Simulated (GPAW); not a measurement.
## BN (P6_3mc): refractive index against wavelength

The refractive index of BN (P6_3mc) along x below the direct gap (7.83 eV on the mesh) is read from one computed spectrum, n = √(Re ε). x, y and z are the Cartesian axes of the input cell.

It takes space group P6_3mc (No. 186, hexagonal). Conventional cell: a = 2.536 Å, b = 2.536 Å, c = 4.199 Å, α = 90.00°, β = 90.00°, γ = 120.00°. N on site b has 4 B at 1.56 to 1.57 Å as nearest neighbours. B on site b has 4 N at 1.56 to 1.57 Å as nearest neighbours.

Method: GPAW 26.7.0, LDA, RPA, k-mesh 18×18×12, local fields up to 50 eV, Lorentzian half width 0.1 eV.

Launch of the response step: `OMP_NUM_THREADS=1 python df.py`. The run took 68 s, its band step included, on 1 thread of Arm Neoverse V2 (shared host).

```
wavelength (nm)  photon energy E (eV)       n
            532                 2.331  2.1890
            450                 2.755  2.2020
            405                 3.061       ?
            365                 3.397  2.2267
            308                 4.025  2.2578
            266                 4.661  2.2976
            248                 4.999  2.3228
```

In the single-oscillator model n² − 1 = E₀E_d/(E₀² − E²), so 1/(n² − 1) = E₀/E_d − E²/(E₀E_d) is linear in E².

Working, on the rows shown:

| x = E² (eV²) | y = 1/(n² − 1) |
| --- | --- |
| 5.43137 | 0.263732 |
| 7.59115 | 0.259821 |
| 11.5384 | 0.252641 |
| 16.2043 | 0.244042 |
| 21.7255 | 0.233701 |
| 24.9936 | 0.227511 |

Means: x̄ = 14.581, ȳ = 0.24691. Σ(x − x̄)(y − ȳ) = -0.5626, Σ(x − x̄)² = 303.9. Slope = -0.5626 / 303.9 = -0.001851; intercept = ȳ − slope · x̄ = 0.2739. Turned back into n, the line misses the rows shown by at most 0.00052.

Problem. Fill in the last column of the withheld row.

Solution. At x = 9.3718 the line gives y = 0.25655, that is 2.2131. The run gave 2.2130, so the interpolation is off by 0.00011, 0.1 % of the range in the table.

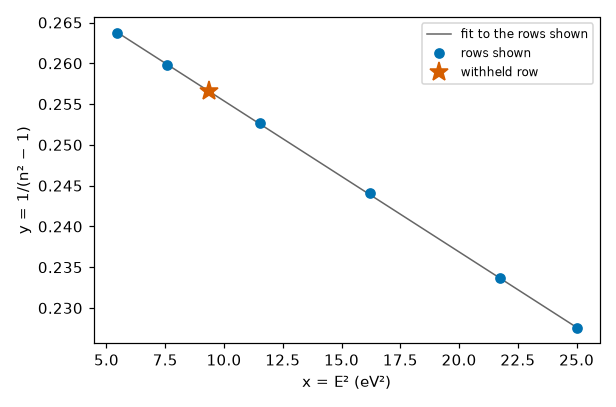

Refitted with all rows, the slope is -0.001852 and the intercept 0.27391. These give E₀ = √(intercept/−slope) = 12.16 eV and E_d = E₀/intercept = 44.4 eV; E₀ is 1.6 times the direct gap. The electronic limit at long wavelengths, without lattice vibrations, is n = √(1 + 1/intercept) = 2.157. The cell comes from an older database entry, whose edges can be off by a per cent or so. Excitons are left out; LDA gaps are as a rule too small. The values come from a sum over the points of one k-mesh and carry its error, which grows as the direct gap shrinks.

[Logs are printed without paths, hosts, clocks, repeated set-up lines and the standing remarks that a program may print on its own settings, such as how far it seeks lower states.]
